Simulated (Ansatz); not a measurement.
Consider Al$_{2}$Cu.

Space group I4/mmm; the calculation finds a residual pressure of about 3 GPa at this fixed cell. The cell comes from a database of computed structures, not from a measurement.

```
Al Cu
1.0
     4.06067    0.00000    0.00000
     0.00000    4.06067    0.00000
     0.00000    0.00000    5.70219
Al Cu
4 2
Direct
  0.00000 0.50000 0.25000
  0.50000 0.00000 0.75000
  0.50000 0.00000 0.25000
  0.00000 0.50000 0.75000
  0.00000 0.00000 0.50000
  0.50000 0.50000 0.00000
```

The calculation used Ansatz, DFT PBE, scalar-relativistic, plane waves, PAW.

> What makes up the frontier states of this crystal?

The calculation finds no gap at the Fermi level. The states at the Fermi level: Al 3p (80 %) and Al 3s (10 %) by Löwdin projection on a minimal orbital set; in space Cu about 65 % and Al about 35 %. The two measures disagree here: the projection uses a minimal set of atomic orbitals, while the spatial cells share out diffuse density by volume.

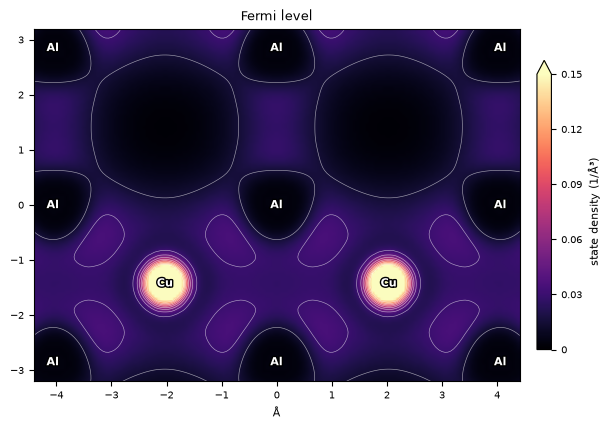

Computed densities of these states (window −0.25 to +0.25 eV about the Fermi level) on the (010) plane of the conventional cell.

In a PAW calculation such maps are meaningful between the atoms, not at the nuclei.

Run time: 2.1 s on 2 threads of Intel(R) Xeon(R) 6975P-C (Granite Rapids) (shared host), peak memory 0.5 GiB.
